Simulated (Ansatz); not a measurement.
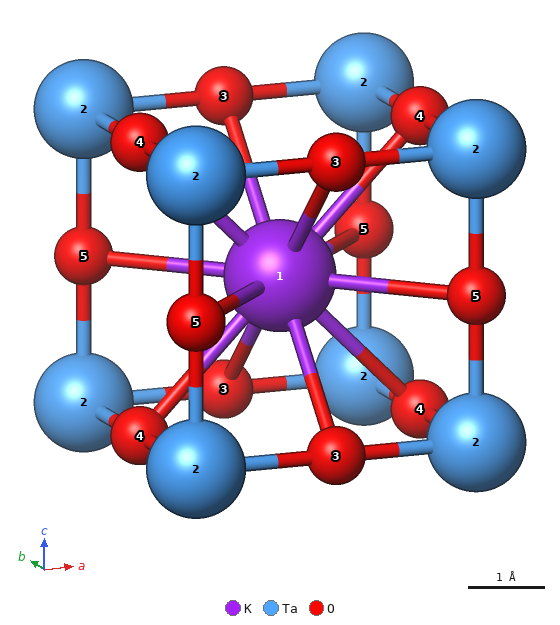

The starting point is a crystal of KTaO3 (built on the measured structure type) at its r2SCAN-relaxed geometry. Style: ball-and-stick. Shown: the cell of the calculation, slightly off an axis.

These are results of Ansatz, DFT, PBE, plane waves, PAW, not measurements. Settings: plane-wave cutoff 420 eV; k-point mesh 6 × 6 × 6; occupations fermi dirac; smearing width 0.02 eV; no spin polarisation.

Now this is done to it. All lengths are scaled by −1.0 % (volume −2.9 %). The atoms were relaxed with r2SCAN under that strain, and this is a single point on that geometry.

### What is the effect?

The energy rises by 18.9 meV per atom. The pressure goes from 5.1 to 11.7 GPa. All forces vanish by symmetry. Among the bonded contacts that change: K–O 2.821 → 2.794 Å, O–Ta 1.995 → 1.976 Å. The space group stays Pm-3m (No. 221).
